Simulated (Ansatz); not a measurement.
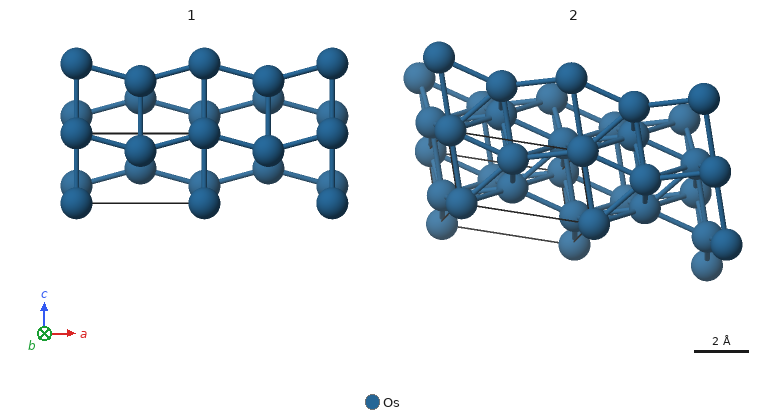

Two geometries of crystalline Os (a generated structure, set up in I4_1/amd), drawn at one scale. One is the start of a relaxation, the other its converged end. Style: ball-and-stick. Shown: the conventional cell (2 times the calculation's cell), repeated 2 × 1 × 2 with one cell outlined, along the b axis. Lengths and directions refer to the drawn axes.

Computed with DFT, r2SCAN, plane waves (500 eV) with PAW, scalar-relativistic in Ansatz 0.2.0. (plane-wave cutoff 500 eV; k-point mesh 14 × 14 × 9; occupations fermi dirac; smearing width 0.1 eV; no spin polarisation; cell and atoms relaxed; force threshold 0.01 eV/Å; at most 60 steps)

Which one is relaxed?

Structure 2 is the relaxed one. Phase: beta-Sn type. The energy falls by 962 meV per atom in 17 accepted moves (20 points after the start). Largest force component: 0.0094 eV/Å at the start, 0.00023 eV/Å at the end. Pressure: 28.05 GPa at the start and 0.01 GPa at the end. The line search rejected the trial step at point 13 of the run. At 2 points the geometry stayed and the basis and grid were re-selected for the new cell (energy shift of 4.7 meV per atom at most each time). The largest moves relative to the cell, 0.17 Å, are those of Os atoms. The drawn cell changes as follows: a = b 4.757 → 5.038 Å (+5.9 %), c 2.597 → 2.774 Å (+6.8 %), α 90.0° → 106.0°, β 90.0° → 106.0°, γ 90.0° → 105.0°; the volume changes by +3.2 %. Among the contacts that change: Os–Os 3.605 → 2.734 Å, Os–Os 3.074 → 2.564 Å, Os–Os 2.465 → 2.701 Å, Os–Os 2.597 → 2.774 Å. New bonds form: Os–Os (3.61 → 2.73 Å). Bond angles that change, for instance: Os–Os–Os 94.0° → 60.8°, Os–Os–Os 105.3° → 122.7°, Os–Os–Os 74.7° → 57.3°. The space group (tolerance 0.01 Å) goes from I4_1/amd (No. 141) to Cmcm (No. 63). Cost: 15 min on 1 thread of Intel(R) Xeon(R) Platinum 8259CL CPU @ 2.50GHz (Skylake/Cascade Lake), on a shared host, peak memory 1 GiB.
